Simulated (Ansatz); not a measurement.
Geometry optimisation.

Program: Ansatz.

```
crystal:
  lattice:
    - [2.0811871024, 1.2015739338, 3.8593119614]
    - [-2.0811871024, 1.2015739338, 3.8593119614]
    - [0.0, -2.4031478676, 3.8593119614]
  atoms:
    - { symbol: S, position: [0.22754, 0.22754, 0.22754] }
    - { symbol: S, position: [0.77246, 0.77246, 0.77246] }
basis:
  ecutwfc: 420
kpoints:
  mp_grid: { grid: [6, 6, 6] }
hamiltonian:
  xc: pbesol
scf:
  occupations: { method: gaussian, width: 0.1 }
  lower_state_search: "off"
output:
  forces: true
  stress: true
  eigenvalues: true
relax:
  adjacent_minimum: "off"
  f_tol: 0.04
  max_steps: 70
  cell: { stress_tol: 0.4 }
```

How does the optimisation go?

The optimisation met its thresholds at geometry 10, counting the start as the first. The energy fell by about 870 meV/atom from the first step to the last. Steps 5 and 6 went uphill and were rejected by the line search. The largest force component goes from about 0.84 eV/Å at the start to 4 × 10⁻³ eV/Å at the end, with a peak of 1.8 eV/Å at step 3. The volume shrinks from 29.0 to 20.2 Å³ per atom (−30 %).

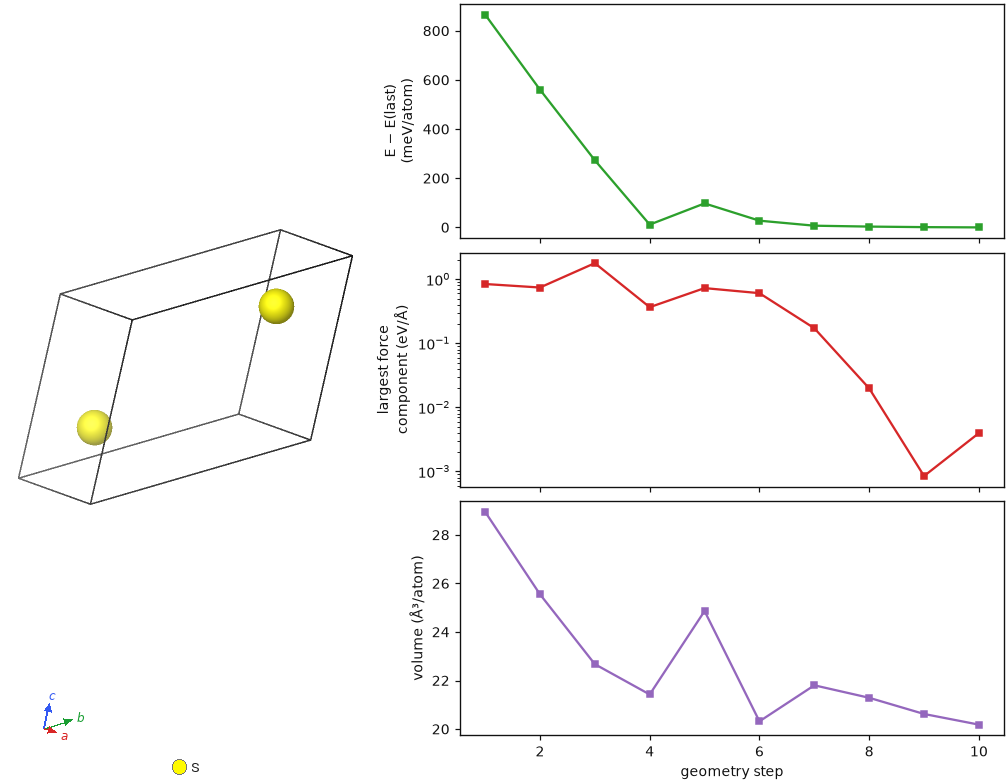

Beside the plot: the structure at the start.

History of the run, step by step. Atoms and cell relax. A closing SCF on a freshly chosen basis isn't drawn.
